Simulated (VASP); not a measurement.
## Run report: Zn$_{2}$Ga$_{2}$O$_{3}$, geometry relaxation (part 3 of 5)

The same run, continued: Zn$_{2}$Ga$_{2}$O$_{3}$ (P-3m1, 7 atoms in the cell); Kohn-Sham DFT of a periodic cell, PBE, VASP PAW PBE potentials, recommended, no spin polarisation (VASP 6.6.1); cutoff 520 eV, 3×3×3 k-mesh, Gaussian smearing of 0.15 eV. The structure was built on a prototype by a generator; it need not be a known phase.

Geometry of the input (Å; fractional positions):
```
5.2991  0.0000  0.0000
-2.6495  4.5891  0.0000
0.0000  0.0000  4.6820
Zn 0.0000  0.0000  0.0000
Zn 0.0000  0.0000  0.5000
Ga 0.3333  0.6667  0.3916
Ga 0.6667  0.3333  0.6084
O  0.5000  0.0000  0.0000
O  -0.0000  0.5000  0.0000
O  0.5000  0.5000  0.0000
```

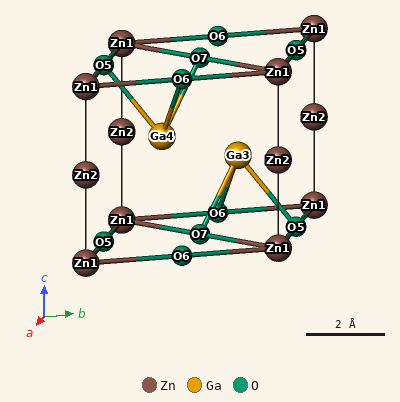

Figure 1. The structure as given in the input (ball-and-stick view of the cell of the calculation, seen slightly off an axis; atoms are numbered from 1 in the order of the input). An atom can appear more than once, as a periodic image.

### Parts of OUTCAR, continued
```
  FORCE on cell =-STRESS in cart. coord.  units (eV):
  Direction    XX          YY          ZZ          XY          YZ          ZX
  --------------------------------------------------------------------------------------
  -------------------------------------------------------------------------------------
  Total        1.6191066      1.6191066      6.2423932     -0.0000000      0.0000000      0.0000000
  in kB       28.6799563     28.6799563    110.5742913     -0.0000000      0.0000000      0.0000000
  external PRESSURE =      55.9780680 kB  Pullay stress =       0.0000000 kB

 VOLUME and BASIS-vectors are now :
 -----------------------------------------------------------------------------
  energy-cutoff  :      520.00
  volume of cell :       90.45
      direct lattice vectors                 reciprocal lattice vectors
     4.831313502  0.000000001  0.000000000     0.206983049  0.119501719 -0.000000000
    -2.415656755  4.184040228 -0.000000000    -0.000000000  0.239003438  0.000000000
     0.000000000  0.000000000  4.474520152    -0.000000000  0.000000000  0.223487651

 POSITION                                       TOTAL-FORCE (eV/Angst)
 -----------------------------------------------------------------------------------
     -0.00000      0.00000     -0.00000         0.000000      0.000000      0.000000
      0.00000      0.00000      2.23726         0.000000      0.000000      0.000000
     -0.00000      2.78936      1.56096        -0.000000      0.000000     -2.054709
      2.41566      1.39468      2.91356         0.000000     -0.000000      2.054709
      2.41566      0.00000      0.00000         0.000000      0.000000      0.000000
     -1.20783      2.09202     -0.00000         0.000000      0.000000      0.000000
      1.20783      2.09202     -0.00000         0.000000      0.000000      0.000000
 -----------------------------------------------------------------------------------
    total drift:                                0.000000      0.000000      0.000000

  FREE ENERGIE OF THE ION-ELECTRON SYSTEM (eV)
  ---------------------------------------------------
  free  energy   TOTEN  =       -22.6707290113 eV

  energy  without entropy=      -22.5829091433  energy(sigma->0) =      -22.62681908

 E-fermi :   1.8151     XC(G=0): -10.0071     alpha+bet : -7.9596

 val. band max:        1.8018697211   @ k =   0.3333   0.0000   0.3333
 cond. band min:       1.8448264861   @ k =   0.0000   0.0000   0.3333
 fundamental gap:      0.0429567651
 Fermi energy:         1.8151472668

 k-point     1 :       0.0000    0.0000    0.0000
  band No.  band energies     occupation
      1     -17.1139      2.00000
      2     -15.5722      2.00000
      3     -15.5722      2.00000
      4     -12.2651      2.00000
      5     -12.2651      2.00000
      6     -12.0796      2.00000
      7     -12.0796      2.00000
      8     -12.0451      2.00000
      9     -12.0436      2.00000
     10     -12.0436      2.00000
     11     -11.9596      2.00000
     12     -11.3876      2.00000
     13     -11.3876      2.00000
     14      -6.4606      2.00000
     15      -5.5711      2.00000
     16      -5.1148      2.00000
     17      -5.1147      2.00000
     18      -4.8044      2.00000
     19      -4.8044      2.00000
     20      -4.6319      2.00000
     21      -4.6319      2.00000
     22      -4.6131      2.00000
     23      -4.6015      2.00000
     24      -4.6015      2.00000
     25      -3.3051      2.00000
     26      -2.9539      2.00000
     27      -2.9539      2.00000
     28      -2.2188      2.00000
     29      -0.9429      2.00000
     30      -0.9429      2.00000
     31       1.2200      2.00000
     32       1.3280      2.00000
     33       1.8455      0.77447
     34       1.8455      0.77443
     35       2.9378      0.00000
     36       4.6225      0.00000
     37       5.3384      0.00000
     38       5.3385      0.00000
     39       6.0783      0.00000
     40       6.0784      0.00000

 k-point     2 :       0.3333    0.0000    0.0000
  band No.  band energies     occupation
      1     -16.8006      2.00000
      2     -15.9319      2.00000
      3     -15.5815      2.00000
      4     -12.2621      2.00000
      5     -12.1819      2.00000
      6     -12.0872      2.00000
      7     -12.0699      2.00000
      8     -12.0463      2.00000
      9     -12.0439      2.00000
     10     -12.0352      2.00000
     11     -11.9558      2.00000
     12     -11.6984      2.00000
     13     -11.3937      2.00000
     14      -5.6991      2.00000
     15      -5.5601      2.00000
     16      -5.1429      2.00000
     17      -5.0027      2.00000
     18      -4.8559      2.00000
     19      -4.7963      2.00000
     20      -4.7531      2.00000
     21      -4.7466      2.00000
     22      -4.6290      2.00000
     23      -4.6232      2.00000
     24      -4.5597      2.00000
     25      -3.6544      2.00000
     26      -2.9627      2.00000
     27      -2.0977      2.00000
     28      -1.5082      2.00000
     29      -1.0524      2.00000
     30      -1.0351      2.00000
     31       0.4490      2.00000
     32       0.5498      2.00000
     33       0.9353      2.00000
     34       1.7782      1.27215
     35       2.5349      0.00000
     36       2.9907      0.00000
     37       4.0342      0.00000
     38       4.7289      0.00000
     39       7.2736      0.00000
     40       8.4720      0.00000

 k-point     3 :       0.3333    0.3333    0.0000
  band No.  band energies     occupation
      1     -16.3656      2.00000
      2     -16.3656      2.00000
      3     -15.6118      2.00000
      4     -12.2595      2.00000
      5     -12.0870      2.00000
      6     -12.0676      2.00000
      7     -12.0676      2.00000
      8     -12.0611      2.00000
      9     -12.0611      2.00000
     10     -12.0356      2.00000
     11     -11.9092      2.00000
     12     -11.9092      2.00000
     13     -11.4149      2.00000
     14      -5.5558      2.00000
     15      -5.3048      2.00000
     16      -5.3048      2.00000
     17      -4.9098      2.00000
     18      -4.9098      2.00000
     19      -4.7701      2.00000
     20      -4.7701      2.00000
     21      -4.6660      2.00000
     22      -4.6346      2.00000
     23      -4.6346      2.00000
     24      -3.8630      2.00000
     25      -3.8630      2.00000
     26      -3.7679      2.00000
     27      -1.7273      2.00000
     28      -0.9277      2.00000
     29      -0.9277      2.00000
     30      -0.2277      2.00000
     31      -0.2277      2.00000
     32       0.1661      2.00000
     33       0.5971      2.00000
     34       0.5971      2.00000
     35       1.2405      2.00000
     36       2.8744      0.00000
     37       5.4324      0.00000
     38       6.4865      0.00000
     39       6.4866      0.00000
     40       8.7790      0.00000

 k-point     4 :       0.0000    0.0000    0.3333
  band No.  band energies     occupation
      1     -17.1078      2.00000
      2     -15.5727      2.00000
      3     -15.5727      2.00000
      4     -12.2633      2.00000
      5     -12.2633      2.00000
      6     -12.0876      2.00000
      7     -12.0876      2.00000
      8     -12.0396      2.00000
      9     -12.0372      2.00000
     10     -12.0372      2.00000
     11     -11.9643      2.00000
     12     -11.3825      2.00000
     13     -11.3825      2.00000
     14      -6.6929      2.00000
     15      -5.2697      2.00000
     16      -5.0122      2.00000
     17      -5.0122      2.00000
     18      -4.8153      2.00000
     19      -4.8153      2.00000
     20      -4.7746      2.00000
     21      -4.7663      2.00000
     22      -4.7663      2.00000
     23      -4.6080      2.00000
     24      -4.6080      2.00000
     25      -3.3864      2.00000
     26      -2.8878      2.00000
     27      -2.8878      2.00000
     28      -1.3697      2.00000
     29      -0.9960      2.00000
     30      -0.9960      2.00000
     31       0.6059      2.00000
     32       1.2205      2.00000
     33       1.8448      0.77962
     34       1.8448      0.77958
     35       1.8470      0.76361
     36       3.8786      0.00000
     37       4.7447      0.00000
     38       4.7447      0.00000
     39       7.2943      0.00000
     40       7.2943      0.00000

 k-point     5 :       0.3333    0.0000    0.3333
  band No.  band energies     occupation
      1     -16.7961      2.00000
      2     -15.9310      2.00000
      3     -15.5817      2.00000
      4     -12.2647      2.00000
      5     -12.1773      2.00000
      6     -12.0850      2.00000
      7     -12.0749      2.00000
      8     -12.0439      2.00000
      9     -12.0427      2.00000
     10     -12.0340      2.00000
     11     -11.9595      2.00000
     12     -11.6927      2.00000
     13     -11.3828      2.00000
     14      -5.8444      2.00000
     15      -5.2792      2.00000
     16      -5.0199      2.00000
     17      -4.9626      2.00000
     18      -4.8874      2.00000
     19      -4.8432      2.00000
     20      -4.8019      2.00000
     21      -4.7973      2.00000
     22      -4.7440      2.00000
     23      -4.7400      2.00000
     24      -4.6667      2.00000
     25      -3.3656      2.00000
     26      -3.0263      2.00000
     27      -2.1430      2.00000
     28      -2.0989      2.00000
     29      -1.0749      2.00000
     30      -0.1969      2.00000
     31       0.1978      2.00000
     32       0.5497      2.00000
     33       1.0453      2.00000
     34       1.7722      1.31427
     35       1.8019      1.09962
     36       2.7470      0.00000
     37       4.5850      0.00000
     38       6.7903      0.00000
     39       7.4186      0.00000
     40       7.4334      0.00000

 k-point     6 :       0.0000    0.3333    0.3333
  band No.  band energies     occupation
      1     -16.7960      2.00000
      2     -15.9310      2.00000
      3     -15.5817      2.00000
      4     -12.2624      2.00000
      5     -12.1829      2.00000
      6     -12.0884      2.00000
      7     -12.0683      2.00000
      8     -12.0498      2.00000
      9     -12.0396      2.00000
     10     -12.0335      2.00000
     11     -11.9596      2.00000
     12     -11.6877      2.00000
     13     -11.3854      2.00000
     14      -5.8231      2.00000
     15      -5.2664      2.00000
     16      -5.0423      2.00000
     17      -4.9679      2.00000
     18      -4.8576      2.00000
     19      -4.8324      2.00000
     20      -4.8125      2.00000
     21      -4.7727      2.00000
     22      -4.7636      2.00000
     23      -4.7318      2.00000
     24      -4.6976      2.00000
     25      -3.6193      2.00000
     26      -2.7160      2.00000
     27      -2.1504      2.00000
     28      -2.0498      2.00000
     29      -1.1596      2.00000
     30      -0.6123      2.00000
     31       0.4954      2.00000
     32       0.5608      2.00000
     33       1.1021      2.00000
     34       1.7769      1.28153
     35       2.2731      0.00002
     36       2.5929      0.00000
     37       4.2445      0.00000
     38       5.8628      0.00000
     39       7.5417      0.00000
     40       8.4020      0.00000

 k-point     7 :       0.3333    0.3333    0.3333
  band No.  band energies     occupation
      1     -16.3631      2.00000
      2     -16.3631      2.00000
      3     -15.6117      2.00000
      4     -12.2658      2.00000
      5     -12.0813      2.00000
      6     -12.0693      2.00000
      7     -12.0693      2.00000
      8     -12.0553      2.00000
      9     -12.0553      2.00000
     10     -12.0428      2.00000
     11     -11.9087      2.00000
     12     -11.9087      2.00000
     13     -11.3962      2.00000
     14      -5.2756      2.00000
     15      -5.2202      2.00000
     16      -5.2202      2.00000
     17      -4.8878      2.00000
     18      -4.8878      2.00000
     19      -4.8189      2.00000
     20      -4.8185      2.00000
     21      -4.8185      2.00000
     22      -4.7563      2.00000
     23      -4.7563      2.00000
     24      -4.0058      2.00000
     25      -4.0058      2.00000
     26      -3.6074      2.00000
     27      -2.3463      2.00000
     28      -1.0587      2.00000
     29      -1.0587      2.00000
     30      -0.1821      2.00000
     31      -0.0642      2.00000
     32      -0.0642      2.00000
     33       1.3175      2.00000
     34       1.3335      1.99999
     35       1.3335      1.99999
     36       2.9363      0.00000
     37       5.4742      0.00000
     38       5.4742      0.00000
     39       7.2949      0.00000
     40       8.8281      0.00000

[... ionic steps 4 to 18 ...]

--------------------------------------- Ionic step       19  -------------------------------------------

 number of electron      67.9999555 magnetization

------------------------ aborting loop because EDIFF is reached ----------------------------------------

  FORCE on cell =-STRESS in cart. coord.  units (eV):
  Direction    XX          YY          ZZ          XY          YZ          ZX
  --------------------------------------------------------------------------------------
  -------------------------------------------------------------------------------------
  Total        1.7011034      1.7011034      1.8933822     -0.0000000     -0.0000000     -0.0000000
  in kB       18.1262940     18.1262940     20.1751420     -0.0000000     -0.0000000     -0.0000000
  external PRESSURE =      18.8092433 kB  Pullay stress =       0.0000000 kB

 VOLUME and BASIS-vectors are now :
 -----------------------------------------------------------------------------
  energy-cutoff  :      520.00
  volume of cell :      150.36
      direct lattice vectors                 reciprocal lattice vectors
     6.096322580 -0.000000000 -0.000000000     0.164033315  0.094704679  0.000000000
    -3.048161296  5.279570227 -0.000000000     0.000000000  0.189409357  0.000000000
    -0.000000000 -0.000000000  4.671601168     0.000000000  0.000000000  0.214059369

 POSITION                                       TOTAL-FORCE (eV/Angst)
 -----------------------------------------------------------------------------------
      0.00000      0.00000     -0.00000        -0.000000     -0.000000      0.000000
     -0.00000     -0.00000      2.33580        -0.000000     -0.000000      0.000000
     -0.00000      3.51971      0.21107         0.000000      0.000000     -0.025660
      3.04816      1.75986      4.46054        -0.000000     -0.000000      0.025660
      3.04816     -0.00000     -0.00000        -0.000000     -0.000000      0.000000
     -1.52408      2.63979     -0.00000        -0.000000      0.000000      0.000000
      1.52408      2.63979     -0.00000        -0.000000     -0.000000      0.000000
 -----------------------------------------------------------------------------------
    total drift:                                0.000000      0.000000     -0.000000

  FREE ENERGIE OF THE ION-ELECTRON SYSTEM (eV)
  ---------------------------------------------------
  free  energy   TOTEN  =       -27.7303741984 eV

  energy  without entropy=      -27.7266068324  energy(sigma->0) =      -27.72849052

--------------------------------------- Ionic step       20  -------------------------------------------

 number of electron      67.9999675 magnetization

------------------------ aborting loop because EDIFF is reached ----------------------------------------

  FORCE on cell =-STRESS in cart. coord.  units (eV):
  Direction    XX          YY          ZZ          XY          YZ          ZX
  --------------------------------------------------------------------------------------
  -------------------------------------------------------------------------------------
  Total        0.8525310      0.8525310      0.8139464     -0.0000000      0.0000000      0.0000000
  in kB        8.8662594      8.8662594      8.4649828     -0.0000000      0.0000000      0.0000000
  external PRESSURE =       8.7325005 kB  Pullay stress =       0.0000000 kB

 VOLUME and BASIS-vectors are now :
 -----------------------------------------------------------------------------
  energy-cutoff  :      520.00
  volume of cell :      154.06
      direct lattice vectors                 reciprocal lattice vectors
     6.125714121 -0.000000000 -0.000000000     0.163246273  0.094250280  0.000000000
    -3.062857066  5.305024048 -0.000000000     0.000000000  0.188500559  0.000000000
    -0.000000000 -0.000000000  4.740632005     0.000000000  0.000000000  0.210942338

 POSITION                                       TOTAL-FORCE (eV/Angst)
 -----------------------------------------------------------------------------------
     -0.00000     -0.00000      4.74063        -0.000000      0.000000      0.000000
     -0.00000     -0.00000      2.37032        -0.000000      0.000000      0.000000
     -0.00000      3.53668      0.19287         0.000000      0.000000     -0.057302
      3.06286      1.76834      4.54776        -0.000000     -0.000000      0.057302
      3.06286     -0.00000      4.74063        -0.000000      0.000000      0.000000
     -1.53143      2.65251      4.74063        -0.000000      0.000000      0.000000
      1.53143      2.65251      4.74063        -0.000000     -0.000000      0.000000
 -----------------------------------------------------------------------------------
    total drift:                               -0.000000      0.000000      0.000000
```
